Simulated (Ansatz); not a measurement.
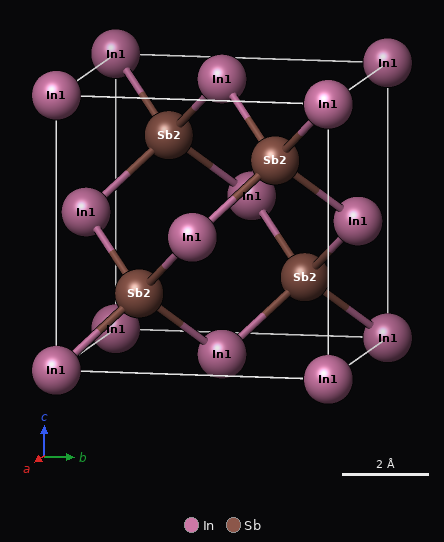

Figure 1. The starting structure (ball-and-stick view of the cell 4 times as large as that of the calculation, set on its symmetry axes, seen slightly off an axis; atoms are numbered from 1 in the order of the input). An atom can appear more than once, as a periodic image. Near neighbours in the periodic cell (some may lie outside the picture): In has 4 Sb at 2.81 Å; Sb has 4 In at 2.81 Å.

## InSb: geometry relaxation

- system: InSb (F-43m, 2 atoms in the cell)
- method: DFT PBEsol, scalar-relativistic, plane waves, PAW, no spin polarisation (Ansatz 0.2.0)

The structure derives from an entry of the Crystallography Open Database. Figures and captions count atoms from 1; the log counts them from 0 in places.

What the program printed
```
Engine: ansatz 0.2.0, x86_64-unknown-linux-gnu
Pseudopotentials: kind: paw
Pseudopotential: In, paw, valence charge 13, recommended cutoff 420 eV (normal), In.paw.azcp
Pseudopotential: Sb, paw, valence charge 15, recommended cutoff 420 eV (normal), Sb.paw.azcp
Functional definition: PBEsol
  exchange = pbesol_x
  correlation = pbesol_c
Crystal: 2 atoms, lattice volume = 67.968 Å³
Basis set: ecut = 420 eV, 1363 PW (Γ), exchange–correlation on 64×64×64 points (8 copies of the dense FFT grid, shifted against one another)
Bands: 18, of which v1, the nominal top of the filled ones, is band 14 counted from 1 (13 counted from 0)
Symmetry: 24 space group operations
Space group: F-43m (ITA 216), of the structure as read, at distance tolerance 4.1e-5 Å
k-points: 72 of 1728 (time reversal used)
Non-local potential: In, projectors of the file, l = 0: 2, l = 1: 2, l = 2: 2, l = 3: 2
Non-local potential: Sb, projectors of the file, l = 0: 2, l = 1: 2, l = 2: 2, l = 3: 2
PAW form: soft (Blöchl's): semilocal exchange-correlation on the pseudo side does not see the compensation charge
PAW frozen core: In, regenerated for the run's functional, and the local potential with it (the file was generated under x = pbe(κ = 0.804, μ = 0.2195149727645171), c = pbe(β = 0.06672455060314922))
PAW frozen core: Sb, regenerated for the run's functional, and the local potential with it (the file was generated under x = pbe(κ = 0.804, μ = 0.2195149727645171), c = pbe(β = 0.06672455060314922))
PAW one-centre angular grid: In, 590 points (default); XC on 64 Gauss nodes
PAW one-centre angular grid: Sb, 590 points (default); XC on 64 Gauss nodes
Initial density: superposition of atomic densities (neutral atoms: chi_scale 0, normalization atom), corrected by the library's trained network
Initial wavefunctions: pseudopotential atomic-orbital guess
Functional: x = pbesol(κ = 0.804, μ = 0.12345679012345678), c = pbesol(β = 0.046)
SCF iter   1: F=—  HF=-11933.652324 eV  |F-HF|=—  |Δ(HF+E_count)|=         —  Δρ=3.45e-3  dr2=1.29e-2  ethr=1.77e-3  ⟨swp⟩=6.0  Hψ=6675  notcnv=0
preconditioner: auto → none  [insulator: Δε(μ)=0.448 eV  Ē_g=13.945 eV  σ=0.100 eV  W_gap=0.78  n_scr=14 (ndim 8)  ℏωp=19.1 eV  f_vac=0.112  D(μ)=0.03/eV (n_scr^D=0)  ε∞_Penn≈2.9]
SCF iter   2: F=—  HF=-11933.646344 eV  |F-HF|=—  |Δ(HF+E_count)|=   5.98e-3  Δρ=1.32e-3  dr2=9.06e-4  ethr=4.59e-5  ⟨swp⟩=2.1  Hψ=2289  notcnv=0
SCF iter   3: F=—  HF=-11933.646513 eV  |F-HF|=—  |Δ(HF+E_count)|=   1.69e-4  Δρ=4.45e-4  dr2=1.30e-4  ethr=3.23e-6  ⟨swp⟩=2.0  Hψ=1945  notcnv=0
SCF iter   4: F=—  HF=-11933.646543 eV  |F-HF|=—  |Δ(HF+E_count)|=   2.99e-5  Δρ=1.81e-4  dr2=1.62e-5  ethr=4.66e-7  ⟨swp⟩=2.0  Hψ=1944  notcnv=0
SCF iter   5: F=—  HF=-11933.646565 eV  |F-HF|=—  |Δ(HF+E_count)|=   2.24e-5  Δρ=3.49e-5  dr2=5.71e-7  ethr=5.80e-8  ⟨swp⟩=3.0  Hψ=1950  notcnv=0
SCF iter   6: F=-11933.646565 eV  HF=-11933.646565 eV  |F-HF|=1.17e-9  |Δ(HF+E_count)|=   8.97e-8  Δρ=9.62e-6  dr2=4.62e-8  ethr=3.57e-10  ⟨swp⟩=7.0  Hψ=6500  notcnv=0
SCF 1 converged in 6 iterations: F = -11933.646565 eV  dr2 = 4.62e-8
  greatest PAW one-centre occupation: 0.996 electrons in one spin orbital (limit 2), on the Sb atom at site 1 (counted from 0), in its partial waves of l = 2
relax step   1: F+E_penalty+E_count = -11933.64656521 eV  Δ(F+E_penalty+E_count) = +0.000e0 eV  max|allowed force component| = 1.850e-16 eV/Å  Δτ_max = 0.0000 Å  P = +0.842 GPa  Ω = 67.968 Å³  (6 SCF iters, dr2 threshold 1.00e-7 eV, accepted)
Crystal: 2 atoms, lattice volume = 70.018 Å³
Initial density: handed on by an earlier stage of this run
Initial wavefunctions: those handed on with the density
iter 1 solved again at ethr=1.66e-6 eV; its pass at ethr=3.10e-3 eV (dr2=4.64e-4 eV) is discarded
SCF iter   1: F=—  HF=-11933.648373 eV  |F-HF|=—  |Δ(HF+E_count)|=         —  Δρ=7.42e-4  dr2=4.46e-4  ethr=1.66e-6  ⟨swp⟩=2.0  Hψ=8667  notcnv=0
preconditioner: auto → none  [insulator: Δε(μ)=0.424 eV  Ē_g=13.845 eV  σ=0.100 eV  W_gap=0.79  n_scr=14 (ndim 8)  ℏωp=18.8 eV  f_vac=0.107  D(μ)=0.03/eV (n_scr^D=0)  ε∞_Penn≈2.8]
SCF iter   2: F=—  HF=-11933.648392 eV  |F-HF|=—  |Δ(HF+E_count)|=   1.88e-5  Δρ=3.61e-4  dr2=9.02e-5  ethr=1.59e-6  ⟨swp⟩=1.0  Hψ=1297  notcnv=0
SCF iter   3: F=—  HF=-11933.648423 eV  |F-HF|=—  |Δ(HF+E_count)|=   3.09e-5  Δρ=8.48e-5  dr2=8.05e-6  ethr=3.22e-7  ⟨swp⟩=2.1  Hψ=1655  notcnv=0
SCF iter   4: F=—  HF=-11933.648421 eV  |F-HF|=—  |Δ(HF+E_count)|=   1.70e-6  Δρ=3.14e-5  dr2=4.14e-7  ethr=2.88e-8  ⟨swp⟩=2.0  Hψ=1945  notcnv=0
SCF iter   5: F=-11933.648421 eV  HF=-11933.648422 eV  |F-HF|=5.35e-8  |Δ(HF+E_count)|=   2.17e-7  Δρ=1.01e-5  dr2=6.24e-8  ethr=7.14e-10  ⟨swp⟩=6.5  Hψ=5890  notcnv=0
SCF 2 converged in 5 iterations: F = -11933.648421 eV  dr2 = 6.24e-8
relax step   2: F+E_penalty+E_count = -11933.64842145 eV  Δ(F+E_penalty+E_count) = -1.856e-3 eV  max|allowed force component| = 3.469e-17 eV/Å  Δτ_max = 0.0000 Å  P = -0.452 GPa  Ω = 70.018 Å³  energy of the carried Pulay correction = -3.940e-4 eV  (5 SCF iters, dr2 threshold 2.00e-7 eV, accepted)
Crystal: 2 atoms, lattice volume = 69.287 Å³
iter 1 solved again at ethr=3.26e-7 eV; its pass at ethr=3.10e-3 eV (dr2=9.14e-5 eV) is discarded
SCF iter   1: F=—  HF=-11933.649636 eV  |F-HF|=—  |Δ(HF+E_count)|=         —  Δρ=2.59e-4  dr2=5.20e-5  ethr=3.26e-7  ⟨swp⟩=3.2  Hψ=8267  notcnv=0
preconditioner: auto → none  [insulator: Δε(μ)=0.444 eV  Ē_g=13.884 eV  σ=0.100 eV  W_gap=0.79  n_scr=14 (ndim 8)  ℏωp=18.9 eV  f_vac=0.100  D(μ)=0.03/eV (n_scr^D=0)  ε∞_Penn≈2.9]
SCF iter   2: F=—  HF=-11933.649638 eV  |F-HF|=—  |Δ(HF+E_count)|=   1.83e-6  Δρ=1.25e-4  dr2=1.04e-5  ethr=1.86e-7  ⟨swp⟩=1.0  Hψ=1296  notcnv=0
SCF iter   3: F=—  HF=-11933.649641 eV  |F-HF|=—  |Δ(HF+E_count)|=   2.90e-6  Δρ=2.57e-5  dr2=7.11e-7  ethr=3.72e-8  ⟨swp⟩=2.0  Hψ=1585  notcnv=0
SCF iter   4: F=-11933.649641 eV  HF=-11933.649641 eV  |F-HF|=5.29e-9  |Δ(HF+E_count)|=   1.50e-7  Δρ=9.92e-6  dr2=4.27e-8  ethr=7.14e-10  ⟨swp⟩=6.8  Hψ=6035  notcnv=0
SCF 3 converged in 4 iterations: F = -11933.649641 eV  dr2 = 4.27e-8
relax step   3: F+E_penalty+E_count = -11933.64964063 eV  Δ(F+E_penalty+E_count) = -1.219e-3 eV  max|allowed force component| = 2.544e-17 eV/Å  Δτ_max = 0.0000 Å  P = -0.017 GPa  Ω = 69.287 Å³  energy of the carried Pulay correction = -2.550e-4 eV  (4 SCF iters, dr2 threshold 2.00e-7 eV, accepted)
Initial wavefunctions: pseudopotential atomic-orbital guess (no wavefunctions were taken with the density)
iter 1 solved again at ethr=6.19e-7 eV; its pass at ethr=3.10e-3 eV (dr2=1.73e-4 eV) is discarded
SCF iter   1: F=—  HF=-11933.649895 eV  |F-HF|=—  |Δ(HF+E_count)|=         —  Δρ=2.44e-5  dr2=7.69e-8  ethr=6.19e-7  ⟨swp⟩=3.0  Hψ=10106  notcnv=0
eigensolver tolerance schedule: the retry pair's looser diagonalisation over-reported the residual by 2251.70 of it (diagonalisation noise at 0.82 of the residual, at the tolerance the schedule requests for it); recorded, not acted on — ethr = c·dr2/N_el stays at c = 1.0e-1
preconditioner: auto → none  [insulator: Δε(μ)=0.443 eV  Ē_g=13.884 eV  σ=0.100 eV  W_gap=0.79  n_scr=14 (ndim 8)  ℏωp=18.9 eV  f_vac=0.100  D(μ)=0.03/eV (n_scr^D=0)  ε∞_Penn≈2.9]
SCF iter   2: F=—  HF=-11933.649894 eV  |F-HF|=—  |Δ(HF+E_count)|=   1.16e-6  Δρ=1.14e-5  dr2=2.04e-8  ethr=2.75e-10  ⟨swp⟩=2.8  Hψ=2423  notcnv=0
SCF iter   3: F=—  HF=-11933.649894 eV  |F-HF|=—  |Δ(HF+E_count)|=   6.74e-8  Δρ=2.82e-6  dr2=4.90e-9  ethr=7.29e-11  ⟨swp⟩=2.0  Hψ=1943  notcnv=0
SCF iter   4: F=—  HF=-11933.649894 eV  |F-HF|=—  |Δ(HF+E_count)|=  3.86e-10  Δρ=5.54e-7  dr2=9.98e-11  ethr=1.75e-11  ⟨swp⟩=2.0  Hψ=1945  notcnv=0
SCF iter   5: F=-11933.649894 eV  HF=-11933.649894 eV  |F-HF|=1.09e-11  |Δ(HF+E_count)|=  1.47e-10  Δρ=1.32e-7  dr2=9.68e-12  ethr=1.00e-12  ⟨swp⟩=6.5  Hψ=6268  notcnv=0
SCF 4 converged in 5 iterations: F = -11933.649894 eV  dr2 = 9.68e-12
relax step   4: F+E_penalty+E_count = -11933.64989427 eV  Δ(F+E_penalty+E_count) = -2.536e-4 eV  max|allowed force component| = 2.891e-17 eV/Å  Δτ_max = 0.0000 Å  P = -0.019 GPa  Ω = 69.287 Å³  stress off target by 1.92e-2 GPa  SCF on the basis re-selected at this cell (its energy is not comparable with the rows above)  (5 SCF iters)
```

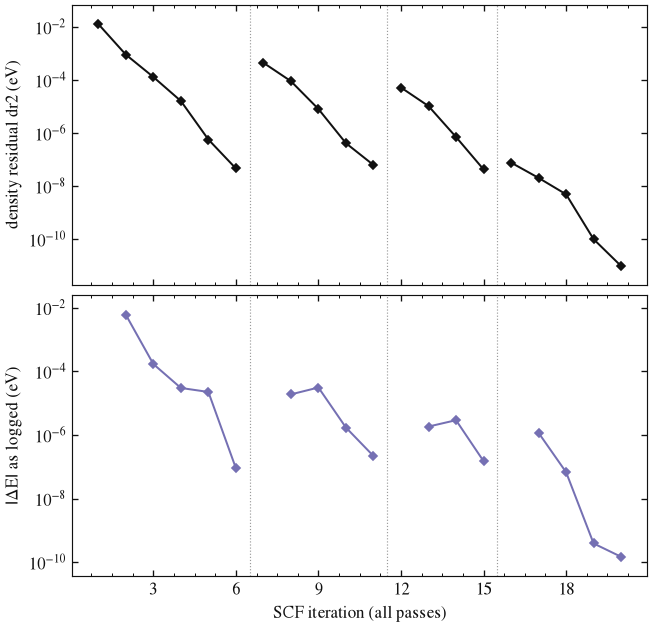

Figure 2. Convergence of the self-consistent field: density residual dr2 and size of the energy change against the SCF iteration. The dotted lines part the SCF passes of the relaxation: geometry steps, rejected trials and re-solves on a re-selected basis. The passes take 6, 5, 4 and 5 iterations.

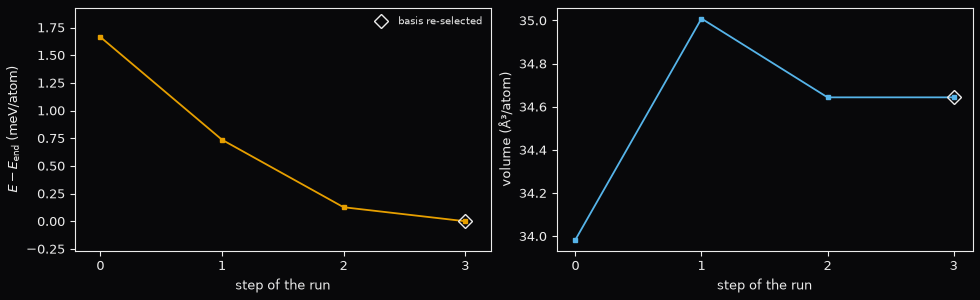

Figure 3. Progress of the relaxation, step by step (the first geometry is step 0 here and step 1 in the log).

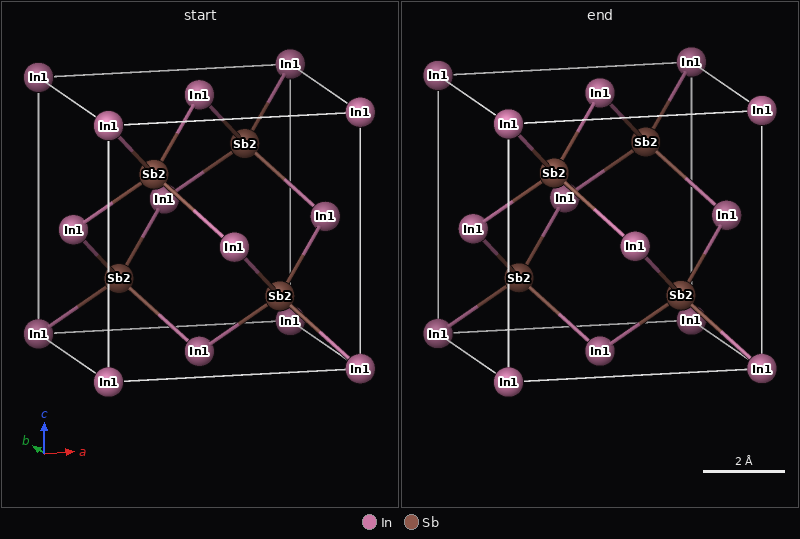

Figure 4. Before (left) and after (right) the relaxation, at one scale (ball-and-stick view of the cell 4 times as large as that of the calculation, set on its symmetry axes, seen slightly off an axis). The energy falls by 1.5 meV per atom in 2 geometry steps. All forces vanish by symmetry, so only the cell relaxes. Pressure: 0.84 GPa at the start and −0.02 GPa at the end. No atom moves by more than 0.005 Å relative to the cell. The drawn cell changes as follows: a = b = c 6.478 → 6.520 Å (+0.6 %); the volume changes by +1.9 %. Among the contacts that change: In1–Sb2 2.805 → 2.823 Å. The space group stays F-43m (No. 216). A last SCF at the same geometry on a re-selected plane-wave basis shifts the energy by −0.1 meV per atom. (Atoms are counted from 1 in the order of the input.)

```
basis re-selected at this cell: Δ(F+E_penalty+E_count) = -2.536e-4 eV, ΔP = -0.003 GPa vs the last step (what re-selecting the basis moved, of the pressure what is left beyond the Pulay correction that the steps carried, after the strain that the cell walked since its last selection, with what the two solves' SCF thresholds leave and, on support functions, any second-order correction that the steps lacked; it is no measure of the basis error at this ecutwfc). This SCF's stress stands 1.92e-2 GPa from its target on what of the cell is left free (relax.cell.stress_tol is 5.00e-2 GPa) and its largest allowed force component is 2.89e-17 eV/Å (relax.f_tol is 5.00e-3 eV/Å): within both
SCF converged after 5 iterations
Free energy (F): -11933.649894 eV
Harris-Foulkes:  -11933.649894 eV  (|F-HF|=1.09e-11)
Internal energy: -11933.649747 eV  (E = F + TS)
E sigma→0 (E₀):  -11933.649820 eV
Entropy (-TS):   -0.000148 eV (-0.074 meV/atom)
Fermi energy:    7.054787 eV
--- Per-component energies (eV) ---
  E_band       = -269.354908
  E_kinetic    = 450.971127
  E_local      = -3226.951359  (includes V_loc(G=0)·N_el)
  E_nonlocal   = 732.987133
  E_hartree    = 1384.313811
  E_xc         = -350.590891
  E_vxc        = -196.072059  (∫ρ·V_xc dr)
  E_paw        = -8584.743466  (= ΣΔE_a)
  E_vpaw       = -798.917312  (= ΣTr[D̂ρ^β])
  E_aug_tail   = 0.000024  (compensation charges beyond the density's cutoff)
  E_ewald      = -2340.203884
  E_core_change = 0.567760  (= ΣΔE_core)
  E_smearing   = -0.000148  (= −TS)
  E_closure    = 0.000000  (closes the sum)
  Σ components = -11933.649894   (vs F -11933.649894, Δ=0.00e0)
--- Forces (eV/Å), atoms counted from 1 ---
  atom   1  In    -0.00000000     0.00000000    -0.00000000
  atom   2  Sb    -0.00000000    -0.00000000     0.00000000
  max |Σ_I F_I| component: 6.01e-17 eV/Å
--- Stress (GPa, compression-positive) ---
       -0.019194      -0.000000      -0.000000
       -0.000000      -0.019194       0.000000
       -0.000000       0.000000      -0.019194
  P = ⅓ Tr σ = -0.0192 GPa (-0.192 kbar)
--- Band table (eV; the first three rows and the last of 72) ---
  k-point 0: bands = ["-21.4952", "-21.4952", "-21.4952", "-21.4792", "-21.4792", "-7.5027", "-7.5027", "-7.5027", "-7.4212", "-7.4212", "-3.6351", "6.6223", "6.9983", "6.9983", "6.9983", "9.9456", "9.9456", "9.9456"]
  k-point 1: bands = ["-21.4952", "-21.4952", "-21.4952", "-21.4792", "-21.4792", "-7.5059", "-7.5012", "-7.5012", "-7.4214", "-7.4214", "-3.5732", "5.6789", "6.9010", "6.9010", "7.6405", "10.0574", "10.0820", "10.0820"]
  k-point 2: bands = ["-21.4952", "-21.4950", "-21.4950", "-21.4791", "-21.4791", "-7.5145", "-7.4974", "-7.4974", "-7.4217", "-7.4217", "-3.3924", "4.5057", "6.6725", "6.6725", "7.8814", "10.3907", "10.3907", "10.6305"]
  k-point 71: bands = ["-21.4950", "-21.4949", "-21.4932", "-21.4791", "-21.4781", "-7.5691", "-7.4733", "-7.4629", "-7.4302", "-7.4204", "-1.6938", "1.2533", "4.1946", "4.3249", "10.4159", "10.9215", "11.1459", "11.8802"]
--- Relaxed structure (3 steps of the walk, 3 accepted, 1 SCFs on fresh bases) ---
  F+E_penalty+E_count = -11933.64989427 eV   max|allowed force component| = 2.891e-17 eV/Å   (the final SCF, on the basis selected at the relaxed cell)
  cell:  # Å, volume = 69.2874 Å³
    - [-1.579565330197633e-33, 3.259929057846903, 3.259929057846903]
    - [3.259929057846903, 6.394691901283965e-33, 3.259929057846903]
    - [3.259929057846903, 3.259929057846903, 6.08896957931023e-33]
  atoms:
    - { symbol: In, position: [-1.7961512067147584e-33, 2.0587609003861578e-33, 1.825880605998313e-33] }
    - { symbol: Sb, position: [0.25, 0.25, 0.25] }
```

Trajectory as extended XYZ (Å, eV, eV/Å), 4 frames, from step=1 to step=4
```
2
Lattice="0.0000 3.2391 3.2391 3.2391 0.0000 3.2391 3.2391 3.2391 0.0000" Properties=species:S:1:pos:R:3:forces:R:3 step=1 energy=-11933.64656 pressure_GPa=0.84
In    0.0000    0.0000    0.0000    0.0000   0.0000   0.0000
Sb    1.6196    1.6196    1.6196    0.0000   0.0000   0.0000
2
Lattice="0.0000 3.2713 3.2713 3.2713 0.0000 3.2713 3.2713 3.2713 0.0000" Properties=species:S:1:pos:R:3:forces:R:3 step=2 energy=-11933.64842 pressure_GPa=-0.45
In    0.0000    0.0000    0.0000    0.0000   0.0000   0.0000
Sb    1.6357    1.6357    1.6357    0.0000   0.0000   0.0000
2
Lattice="0.0000 3.2599 3.2599 3.2599 0.0000 3.2599 3.2599 3.2599 0.0000" Properties=species:S:1:pos:R:3:forces:R:3 step=3 energy=-11933.64964 pressure_GPa=-0.02
In    0.0000    0.0000    0.0000    0.0000   0.0000   0.0000
Sb    1.6300    1.6300    1.6300    0.0000   0.0000   0.0000
2
Lattice="0.0000 3.2599 3.2599 3.2599 0.0000 3.2599 3.2599 3.2599 0.0000" Properties=species:S:1:pos:R:3:forces:R:3 step=4 energy=-11933.64989 pressure_GPa=-0.02
In    0.0000    0.0000    0.0000    0.0000   0.0000   0.0000
Sb    1.6300    1.6300    1.6300    0.0000   0.0000   0.0000
```

This output came from the following input.

Input
```yaml
crystal:
  lattice:
    - [0.0, 3.2391, 3.2391]
    - [3.2391, 0.0, 3.2391]
    - [3.2391, 3.2391, 0.0]
  atoms:
    - { symbol: In, position: [0.0, 0.0, 0.0] }
    - { symbol: Sb, position: [0.25, 0.25, 0.25] }
basis:
  ecutwfc: 420
kpoints:
  mp_grid: { grid: [12, 12, 12] }
hamiltonian:
  xc: pbesol
scf:
  occupations: { method: gaussian, width: 0.1 }
output:
  forces: true
  stress: true
  eigenvalues: true
relax:
  adjacent_minimum: "off"
  f_tol: 0.005
  max_steps: 80
  cell: { stress_tol: 0.05 }
```

Launched with:
```bash
ansatz run input.yaml --threads 1 --pin off --max-ram 2560MiB --backend cpu --events-out ev --progress --plain --runs-dir out
```

Results in brief

```json
{"quantity": "outcome", "value": "converged"}
{"quantity": "space group (tolerance 0.01 Å)", "value": "F-43m (216)"}
{"quantity": "electrons treated", "value": "28"}
{"quantity": "free energy", "value": "−11933.6499 eV"}
{"quantity": "Fermi energy", "value": "7.055 eV"}
{"quantity": "gap on the k-point mesh", "value": "none (metallic)"}
{"quantity": "pressure", "value": "−0.02 GPa"}
{"quantity": "final volume", "value": "69.29 Å³"}
{"quantity": "largest force (length of the vector) at the end", "value": "under 0.001 eV/Å"}
{"quantity": "final cell", "value": "a = 4.610 Å, b = 4.610 Å, c = 4.610 Å, α = 60.00°, β = 60.00°, γ = 60.00°"}
{"quantity": "hardware", "value": "1 thread of Intel Xeon @ 2.50GHz (Skylake/Cascade Lake), 189 GiB of memory available, shared host"}
{"quantity": "wall time", "value": "84 s"}
{"quantity": "peak memory", "value": "0.45 GiB"}
```
